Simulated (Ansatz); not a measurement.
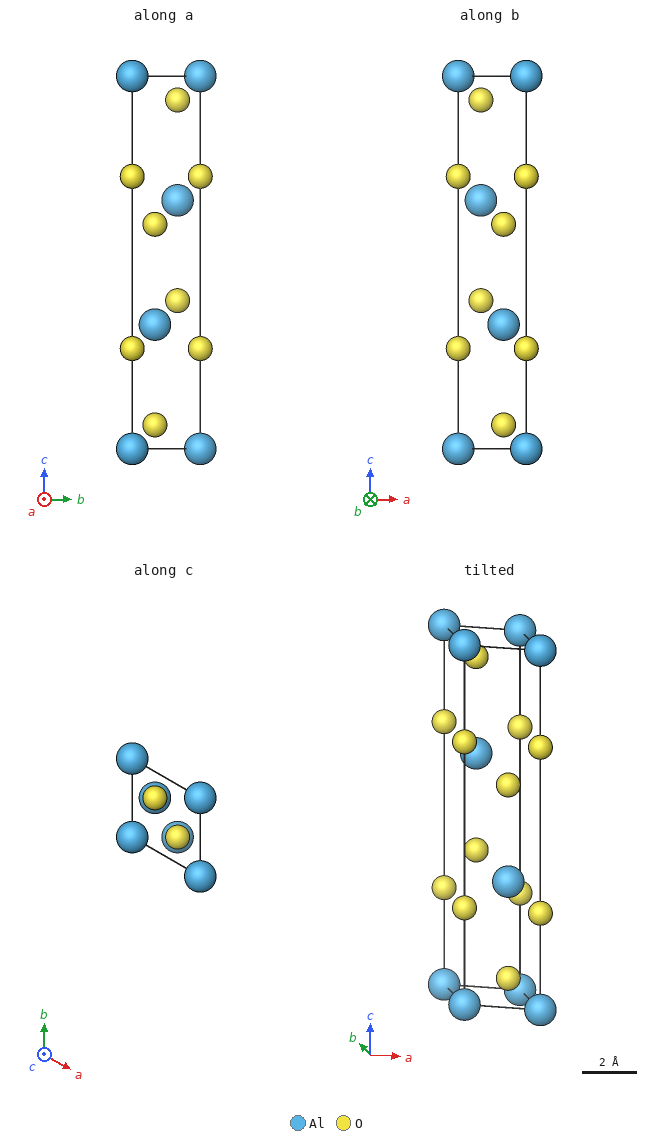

Crystal structure, spheres-only style, seen along the a axis, along the b axis, along the c axis and slightly off an axis. The edges of the conventional unit cell are marked.

Lattice parameters: a = 2.928 Å, b = 2.928 Å, c = 13.895 Å, α = 90.00°, β = 90.00°, γ = 120.00°. Put a along x and b in the xy plane.

**Set out the cell and atoms as a POSCAR file, with free fractional coordinates to two decimals.**

```
Al O
1.0
     2.928    0.000    0.000
    -1.464    2.536    0.000
     0.000    0.000   13.895
Al O
3 6
Direct
  0.00 0.00 0.00
  0.6667 0.3333 0.3333
  0.3333 0.6667 0.6667
  0.3333 0.6667 0.94
  0.00 0.00 0.73
  0.00 0.00 0.27
  0.6667 0.3333 0.06
  0.6667 0.3333 0.60
  0.3333 0.6667 0.40
```

Its origin is a structure type filled with these elements by a generator (whether the compound takes this form wasn't checked). This is the structure after a relaxation with Ansatz, DFT PBE, scalar-relativistic, plane waves, PAW.
